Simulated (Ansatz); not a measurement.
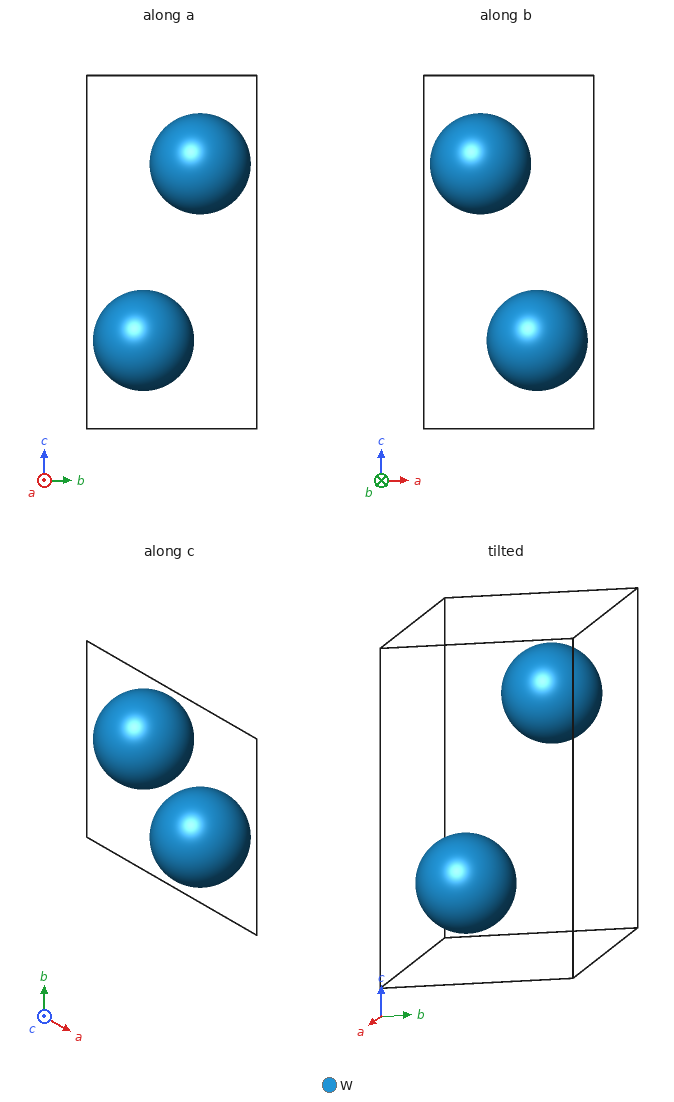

Spheres-only representation of a periodic structure, projected along the a axis, along the b axis, along the c axis and slightly off an axis. One conventional unit cell is framed, with atoms on its boundary repeated.

Lattice parameters: a = 2.756 Å, b = 2.756 Å, c = 4.960 Å, α = 90.00°, β = 90.00°, γ = 120.00°.

Set out the cell and atoms as a table of Wyckoff sites.

Answer. Space group P6_3/mmc (No. 194).
```csv
atom,site,x,y,z
W,2d,0.3333,0.6667,0.7500
```

Origin of the cell: a structure type filled with this element by a generator (whether the element takes this form wasn't checked). It was relaxed at fixed volume with Ansatz 0.2.0, DFT r2SCAN, scalar-relativistic, plane waves, PAW.
